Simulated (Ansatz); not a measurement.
System: P, space group Pm-3m (No. 221) (one of a set of cubic test structures, which need not be the stable phase).

Calculation (Ansatz 0.2.0 development build): equation of state of a cubic crystal from periodic Kohn-Sham density functional theory without spin, third-order Birch-Murnaghan fit to the free energies; pressure corrected for the finite basis. Level: PBE.

| setting | value |
| --- | --- |
| structure type | simple cubic |
| atoms in cell | 1 |
| space group number | 221 |
| lattice centring | simple cubic |
| k mesh | 44×44×44 |
| occupation method | Fermi–Dirac |
| occupation width | 0.06123 eV |
| wave cutoff | 420 eV |
| datasets | soft-1 PAW |
| density tolerance | 1e−07 eV |
| bands | 7 |
| density cutoff ratio | 4 |
| search for lower states | default |

Predict the energy above the lowest point and pressure against volume. The volume takes the values 13.73, 14.02, 14.31, 14.61, 14.90, 15.19, 15.48 Å³/atom.

A third-order Birch–Murnaghan fit gives V0 = 14.66 Å³/atom, B0 = 109 GPa and B′ = 4.9. The energy above the lowest point is 22.7 meV/atom at volume 13.73 Å³/atom and 14.2 meV/atom at 15.48 Å³/atom; the lowest computed point is at volume 14.61 Å³/atom (0.0 meV/atom), in a single well. The pressure falls from 8.3 GPa at volume 13.73 Å³/atom to −5.2 GPa at 15.48 Å³/atom, and changes sign near 14.66 Å³/atom.

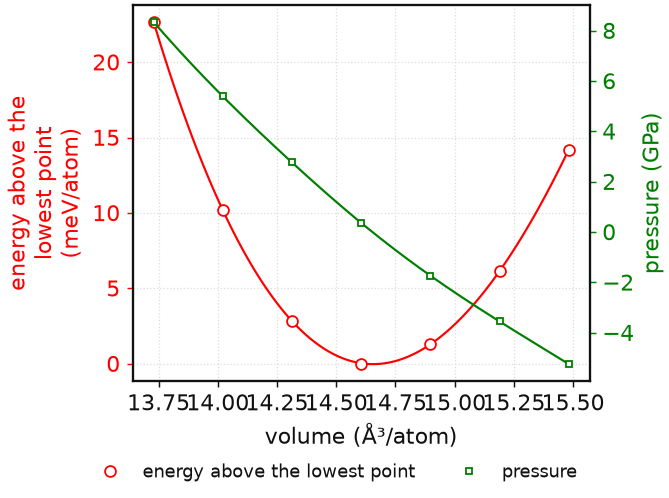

Limits of the calculation: cubic model structure, not the ambient form.
